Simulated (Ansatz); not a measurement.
GaSb$_{3}$

The calculation's input:

```
crystal:
  lattice:
    - [0.0, 3.648127828, 3.648127828]
    - [3.648127828, 0.0, 3.648127828]
    - [3.648127828, 3.648127828, 0.0]
  atoms:
    - { symbol: Ga, position: [0.0372793955, -0.0372793955, -0.0372793955] }
    - { symbol: Sb, position: [0.245851784, 0.254148216, 0.254148216] }
    - { symbol: Sb, position: [0.7211815958, 0.7788184042, 0.7788184042] }
    - { symbol: Sb, position: [0.5116194513, 0.4883805487, 0.4883805487] }
basis:
  ecutwfc: 420
kpoints:
  mp_grid: { grid: [10, 10, 10] }
hamiltonian:
  xc: pbe
  pseudopotentials: { kind: paw, azcp: { folder: soft_1 } }
  dispersion: d3bj
scf:
  occupations: { method: gaussian, width: 0.15 }
output:
  forces: true
  stress: true
  eigenvalues: true
  write_density: true
  write_potential: true
  elf: true
  volumetric_format: npy
```

Run with:

```sh
ansatz run input.yaml --threads 2 --pin off --max-ram 4096MiB --backend cpu --events-out ev --progress --plain --runs-dir out
```

Below, planes, directions and counts refer to the conventional cell (a = 5.16 Å, b = 5.16 Å, c = 7.30 Å, α = 90.00°, β = 90.00°, γ = 90.00°).

Space group Imm2; a point of a scan over the structure, not its minimum; a structure from a database of computed crystals, not necessarily the ambient phase; not relaxed (largest force 0.7 eV/Å); PAW files of the earlier set (soft_1).

Level of theory: DFT PBE+D3(BJ), scalar-relativistic, plane waves, PAW in Ansatz.

Q: What will maps of the valence pseudo-density and electron localisation function show?

A: Sb–Sb (3.00 Å): ρ is about 0.28 e/Å³ halfway; the ELF reaches about 0.50 near the midpoint.
Ga–Sb (3.00 Å): ρ at the midpoint is about 0.22 e/Å³; the ELF is about 0.45 at the midpoint.

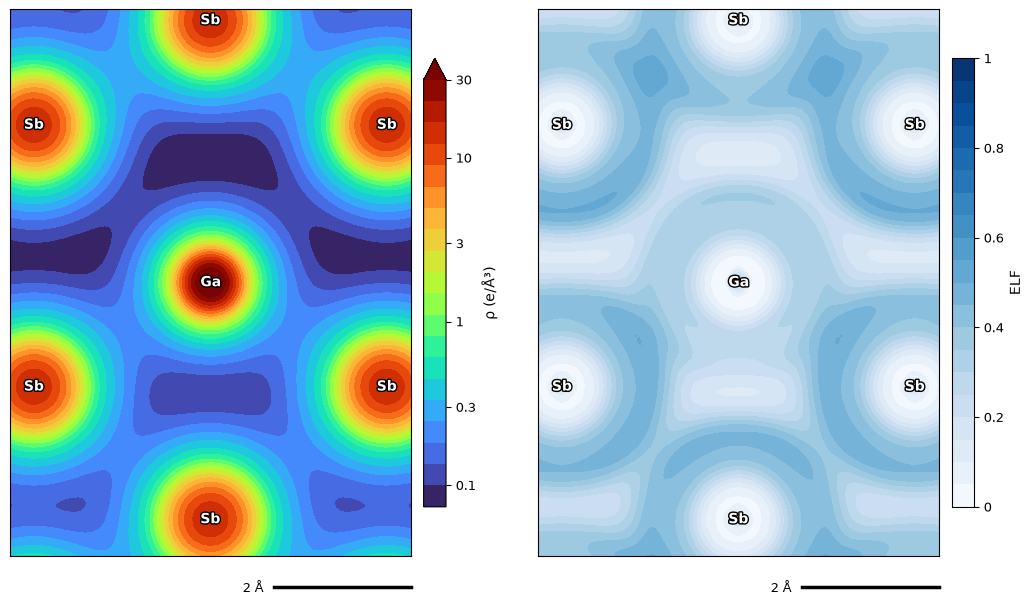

Computed valence pseudo-density and electron localisation function on the (100) plane of the conventional cell, in this order. 
